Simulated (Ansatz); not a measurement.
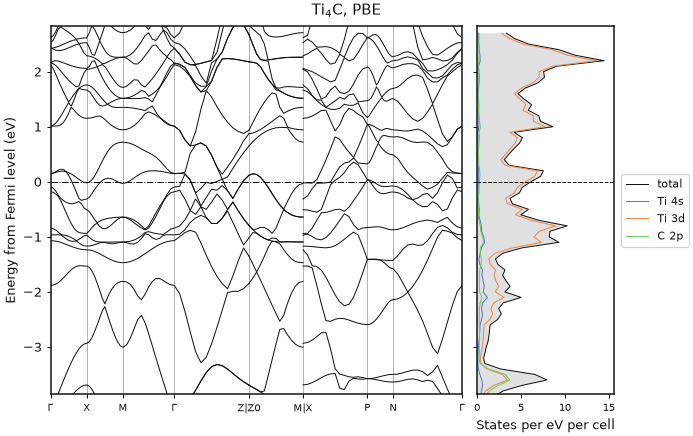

Band structure and density of states. Energies are counted from the Fermi level. The partial curves are projected on Löwdin-orthogonalised atomic shells.

This input was run:

```
crystal:
  lattice:
    - [-3.5630822215, 3.5630822215, 1.4201678068]
    - [3.5630822215, -3.5630822215, 1.4201678068]
    - [3.5630822215, 3.5630822215, -1.4201678068]
  atoms:
    - { symbol: Ti, position: [0.2468522036, 0.5, 0.7468522036] }
    - { symbol: Ti, position: [0.5, 0.7531477964, 0.2531477964] }
    - { symbol: Ti, position: [0.5, 0.2468522036, 0.7468522036] }
    - { symbol: Ti, position: [0.7531477964, 0.5, 0.2531477964] }
    - { symbol: C, position: [0.0, 0.0, 0.0] }
basis:
  ecutwfc: 420
kpoints:
  mp_grid: { grid: [14, 14, 14] }
  band_path:
    path:
      - [[0.0, 0.0, 0.0], [0.0, 0.0, 0.5], [-0.5, 0.5, 0.5], [0.0, 0.0, 0.0], [0.2897162, 0.2897162, -0.2897162]]
      - [[-0.2897162, 0.7102838, 0.2897162], [-0.5, 0.5, 0.5]]
      - [[0.0, 0.0, 0.5], [0.25, 0.25, 0.25], [0.0, 0.5, 0.0], [0.0, 0.0, 0.0]]
    npoints: 14
hamiltonian:
  xc: pbe
scf:
  occupations: { method: gaussian, width: 0.1 }
  n_extra_bands: 12
output:
  forces: true
  stress: true
  eigenvalues: true
  populations: true
  dos: { projected: true, de: 0.02, nscf_kmesh: { grid: [17, 17, 17] } }
  bader: true
  write_density: true
  write_potential: true
  elf: true
  volumetric_format: npy
```

Launched with:
```bash
ansatz run input.yaml --threads 1 --pin off --max-ram 2560MiB --backend cpu --events-out ev --progress --plain --runs-dir out
```

Q: Does this material conduct, going by its bands?

A: A metal: bands cross the Fermi level along this path.

Q: Where is the tallest peak in the window, and which states make it?

A: The tallest peak in the window is at 2.2 eV; by projected weight it is Ti 3d almost alone.

The structure is an invented one, so it need not be a known or stable phase. The run has no spin polarisation, and a density of states this high at the Fermi level may favour a magnetic state.
